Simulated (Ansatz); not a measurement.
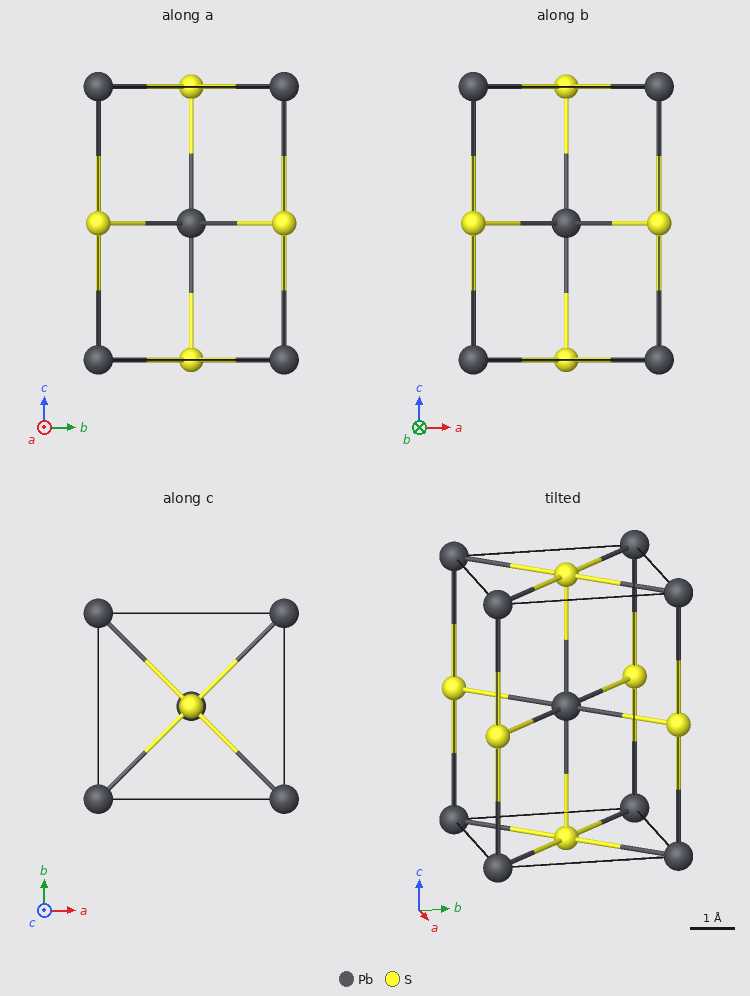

Ball-and-stick representation of a periodic structure, projected along the a axis, along the b axis, along the c axis and slightly off an axis. The edges of the conventional unit cell are marked.

Lattice parameters: a = 4.2246 Å, b = 4.2246 Å, c = 6.2105 Å, α = 90.000°, β = 90.000°, γ = 90.000°.

### From the views, write a CIF in P1 with every atom of the cell.

```cif
data_structure
_symmetry_space_group_name_H-M 'P 1'
_symmetry_Int_Tables_number 1
_cell_length_a 4.2246
_cell_length_b 4.2246
_cell_length_c 6.2105
_cell_angle_alpha 90.000
_cell_angle_beta 90.000
_cell_angle_gamma 90.000
_cell_volume 110.84
loop_
_atom_site_label
_atom_site_type_symbol
_atom_site_fract_x
_atom_site_fract_y
_atom_site_fract_z
_atom_site_occupancy
Pb1 Pb 0.0000 0.0000 0.0000 1
S1 S 0.5000 0.5000 0.0000 1
Pb2 Pb 0.5000 0.5000 0.5000 1
S2 S 0.0000 0.0000 0.5000 1
```

It goes back to a structure type filled with these elements by a generator (whether the compound takes this form wasn't checked). The cell was then strained or its atoms displaced on purpose. A calculation with Ansatz used it as input.
